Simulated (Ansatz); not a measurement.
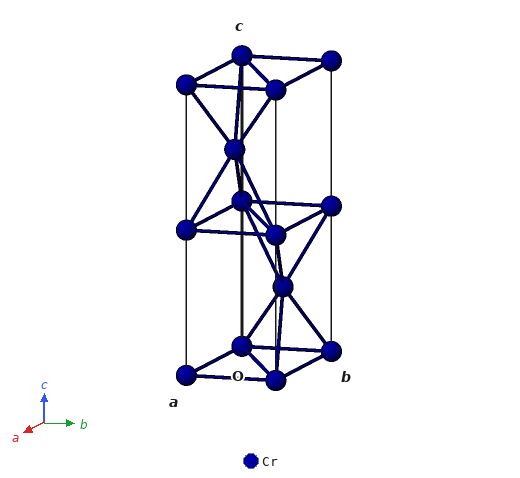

One unit cell is drawn above. Crystal: Cr, the input geometry of an electronic-structure calculation (not necessarily at equilibrium); the starting structure was generated, so it need not be a known form of this composition. The drawing is computed from the coordinates (standard cell, symmetry found to 0.002 Å).

```
Cr
1.0
     2.44436    0.00000    0.00000
    -1.22218    2.11688    0.00000
     0.00000    0.00000    8.61370
Cr
4
Direct
  0.00000 0.00000 0.00000
  0.00000 0.00000 0.50000
  0.33333 0.66667 0.25000
  0.66667 0.33333 0.75000
```

### What is its point group?

6/mmm (D6h), order 24, hexagonal system: one sixfold axis, six twofold axes, seven mirror planes, an inversion centre.

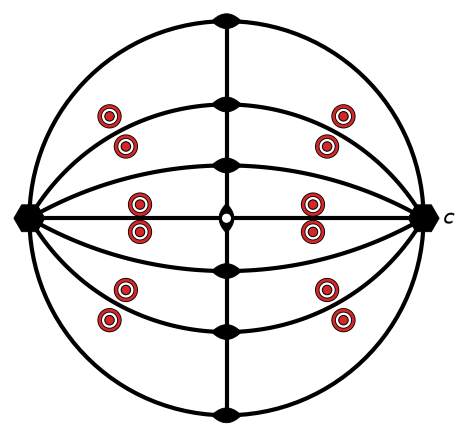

Stereographic projection: filled dots lie in the upper hemisphere, open rings in the lower; heavy lines are mirror planes (a heavy rim: a mirror in the plane of the page); lens, triangle, square and hexagon are 2-, 3-, 4- and 6-fold axes, a lens in an open square is −4, a triangle in an open hexagon −6; thin dashed diameters join the ends of axes that lie in the page; a small open circle marks inversion. The poles are one general form. The a axis points at the viewer.

### What does this class allow?

Class 6/mmm is centrosymmetric, so neither piezoelectric nor pyroelectric; it is not chiral. Its Laue class is 6/mmm.
